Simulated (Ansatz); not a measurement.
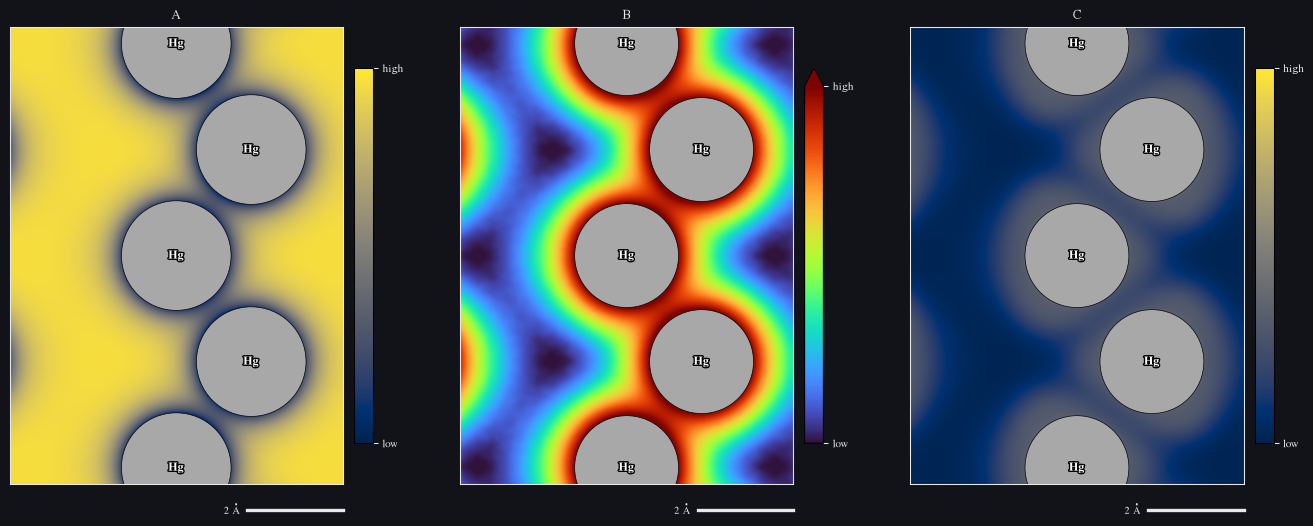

Hg: 3 fields on the (101) plane of the conventional cell, with unlabelled colour scales. Grey discs cover the atomic cores.

Space group Fd-3m; set up as Hg, diamond; a generated structure, not necessarily the stable one; changed on purpose from its base cell (volume × 0.92); computed pressure about 3 GPa in this cell.

Method: DFT, LDA (PW92), plane waves (420 eV) with PAW, scalar-relativistic (Ansatz 0.2.0).

```
Hg
1.0
     6.27029    0.00000    0.00000
     0.00000    6.27029    0.00000
     0.00000    0.00000    6.27029
Hg
8
Cartesian
  4.7027 1.5676 1.5676
  1.5676 4.7027 1.5676
  1.5676 1.5676 4.7027
  4.7027 4.7027 4.7027
  3.1351 0.0000 0.0000
  0.0000 3.1351 0.0000
  0.0000 0.0000 3.1351
  3.1351 3.1351 3.1351
```

### Which field does each panel show? The fields are: electron localisation function, electrostatic potential energy of an electron and valence pseudo-density.

Panel A: electrostatic potential energy of an electron (low next to the atoms, rising into the space between them). Panel B: valence pseudo-density. Panel C: electron localisation function. From the grid: Hg–Hg (2.72 Å): ρ is about 0.38 e/Å³ halfway; the ELF is about 0.25 at the midpoint: no shared electron pair shows on this line.
